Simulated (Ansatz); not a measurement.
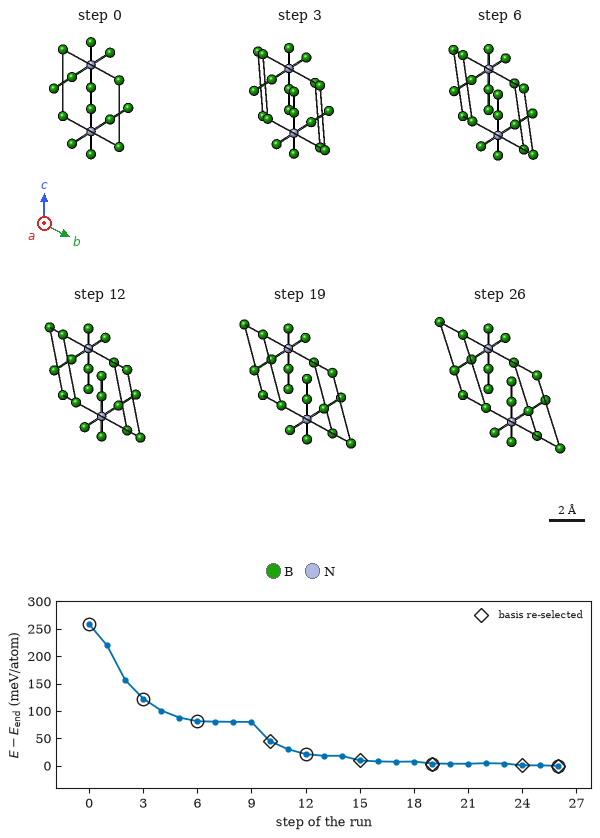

Frames of a relaxation of a crystal of B$_{5}$N (a generated structure, set up in I4/mmm) (coarse preliminary run), marked on the history of the run. A ball-and-stick model of the cell of the calculation, seen along the a axis.

Theory: DFT PBE, scalar-relativistic, plane waves, PAW (Ansatz).

Input file:
```yaml
crystal:
  lattice:
    - [-2.39776121, 2.39776121, 2.22485562]
    - [2.39776121, -2.39776121, 2.22485562]
    - [2.39776121, 2.39776121, -2.22485562]
  atoms:
    - { symbol: B, position: [0.5, 0.16082109, 0.66082109] }
    - { symbol: B, position: [0.5, 0.83917891, 0.33917891] }
    - { symbol: B, position: [0.16082109, 0.5, 0.66082109] }
    - { symbol: B, position: [0.83917891, 0.5, 0.33917891] }
    - { symbol: B, position: [0.0, 0.0, 0.0] }
    - { symbol: "N", position: [0.5, 0.5, 0.0] }
basis:
  ecutwfc: 420
kpoints:
  mp_grid: { grid: [6, 6, 6] }
hamiltonian:
  xc: pbe
scf:
  occupations: { method: gaussian, width: 0.1 }
  lower_state_search: "off"
output:
  forces: true
  stress: true
  eigenvalues: true
relax:
  adjacent_minimum: "off"
  f_tol: 0.04
  max_steps: 70
  cell: { stress_tol: 0.4 }
```

Command:
```bash
ansatz run input.yaml --threads 1 --pin off --max-ram 2560MiB --backend cpu --events-out ev --progress --plain --runs-dir out
```

Q: Describe the path.

A: The largest moves relative to the cell, 0.029 Å, are those of B1, B2, B3 and B4. B2 goes along [0 −1 −1]. N stays in place. Cell: a = b = c 4.056 → 4.923 Å (+21.4 %), α 107.5° → 127.6°, β 107.5° → 127.6°, γ 113.5° → 77.2°. Volume +41.9 %. Some distances before and after: B1–N6 1.627 → 1.444 Å, B1–B2 1.542 → 1.455 Å. The space group stays I4/mmm (No. 139). The energy falls by 259 meV per atom in 21 accepted moves (26 points after the start). Largest force component: 1.2 eV/Å at the start, 0.019 eV/Å at the end. The pressure goes from −12.05 to 0.06 GPa. At 5 points the geometry stayed and the basis and grid were re-selected for the new cell (energy shift of 34.7 meV per atom at most each time). From step 0 to 3: B atoms move most (0.04 Å), volume −4.9 %, energy −136 meV per atom. From step 3 to 6: volume +10.2 %, energy −41.5 meV per atom. From step 6 to 12: volume +8.4 %, energy −60.0 meV per atom. From step 12 to 19: volume +13.6 %, energy −17.2 meV per atom. From step 19 to 26: volume +10.1 %, energy −4.2 meV per atom.

```tsv
step	E − E(0), meV/atom	largest force component, eV/Å	pressure, GPa	volume, Å³/atom	note
0	0.00	1.1888	-12.05	8.528	
1	-39.12	0.8767	-6.22	8.248	
2	-102.14	0.1001	2.31	8.043	
3	-136.03	0.3384	6.74	8.106	
4	-157.89	0.0670	3.79	8.420	
5	-170.63	0.0216	1.62	8.701	
6	-177.51	0.1723	0.89	8.929	
7	-178.12	0.2901	0.87	9.078	
8	-178.58	0.0396	-0.29	9.095	
9	-178.62	0.0030	-0.01	9.088	
10	-213.35	0.0067	2.70	9.088	same geometry, new basis
11	-228.28	0.0290	2.28	9.375	
12	-237.46	0.0788	2.03	9.675	
13	-240.56	0.0385	0.20	10.056	
14	-240.49	0.0215	0.16	10.191	
15	-249.12	0.0294	0.57	10.191	same geometry, new basis
16	-250.78	0.0324	0.13	10.500	
17	-251.43	0.0133	0.28	10.806	
18	-250.99	0.0085	0.04	10.992	
19	-254.64	0.0119	0.19	10.992	same geometry, new basis
20	-255.00	0.0148	0.13	11.289	
21	-255.03	0.0280	0.06	11.617	
22	-254.06	0.0302	-0.01	11.947	
23	-254.68	0.0186	-0.06	11.796	
24	-257.96	0.0206	0.07	11.796	same geometry, new basis
25	-258.02	0.0181	0.03	12.098	
26	-258.80	0.0186	0.06	12.098	same geometry, new basis
```
